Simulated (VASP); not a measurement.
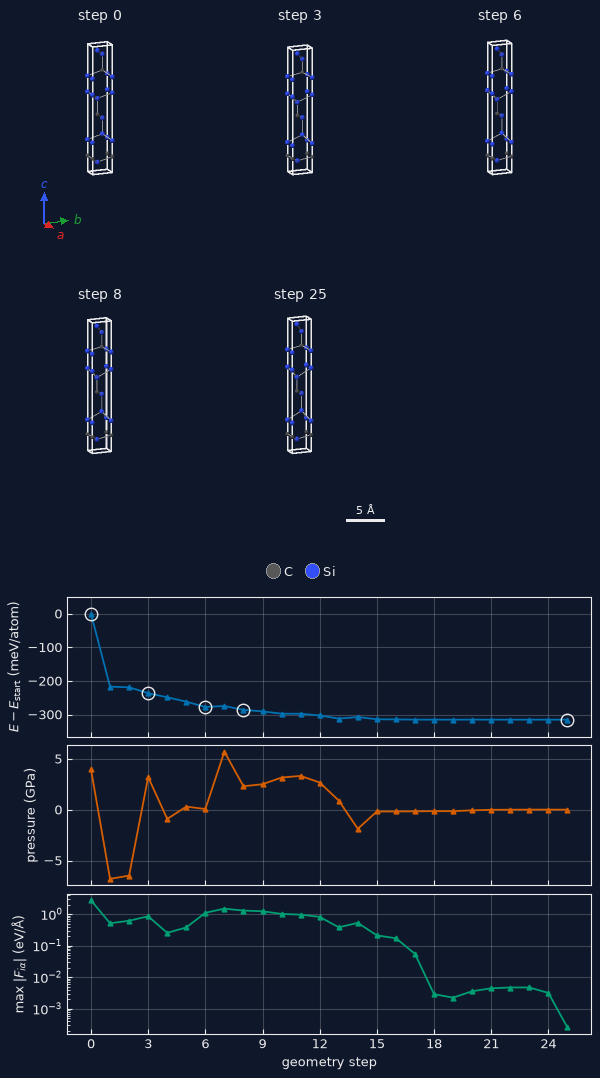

Frames of a relaxation of solid Si3C (a generated structure, set up in R3m), marked on the history of the run. The picture is a ball-and-stick view of the conventional cell (3 times the calculation's cell), seen slightly off an axis. Lengths and directions refer to the drawn axes.

The run lets cell and atoms move.

All numbers below come from Kohn-Sham DFT of a periodic cell, PBEsol, VASP PAW PBE potentials, recommended (VASP).

Input
```
SYSTEM = Si3C
ALGO = Fast
EDIFF = 1E-7
EDIFFG = -0.005
ENCUT = 600
GGA = PS
IBRION = 2
ISIF = 3
ISMEAR = 0
LASPH = .TRUE.
LCHARG = .FALSE.
LREAL = .FALSE.
LWAVE = .FALSE.
NELM = 80
NSW = 40
PREC = Accurate
SIGMA = 0.02
```

Command:
```bash
cat potpaw_PBE.64/C/POTCAR potpaw_PBE.64/Si/POTCAR > POTCAR
mpirun -np 1 vasp_std > vasp.out
```

What happens along the run?

After 25 geometry steps the energy has fallen by 315 meV per atom. Largest force component: 2.7 eV/Å at the start, 0.00025 eV/Å at the end. Pressure: 3.96 GPa at the start and 0.00 GPa at the end. The atom that moves furthest relative to the cell is a Si atom (0.34 Å along −c). C stays in place. The volume changes by −6.6 %, with a = b 3.517 → 3.338 Å (−5.1 %), c 17.232 → 17.861 Å (+3.6 %). Near-neighbour distances that change, for instance: Si–Si 3.517 → 3.089 Å, C–Si 2.154 → 1.889 Å, Si–Si 2.154 → 2.343 Å, C–Si 2.154 → 1.998 Å. Bond angles that change, for instance: Si–Si–Si 109.5° → 94.7°, C–Si–Si 109.5° → 121.8°, Si–Si–Si 109.5° → 121.8°. The space group stays R3m (No. 160). It ran on 1 thread of Intel(R) Xeon(R) Platinum 8559C (Emerald Rapids) (shared host). From step 0 to 3: a Si atom moves most (0.27 Å), volume −3.4 %, energy −236 meV per atom. From step 3 to 6: a Si atom moves most (0.04 Å), volume −1.4 %, energy −41.2 meV per atom. From step 6 to 8: a Si atom moves most (0.02 Å), volume −2.2 %, energy −8.7 meV per atom. From step 8 to 25: a Si atom moves most (0.07 Å), volume +0.3 %, energy −29.0 meV per atom.
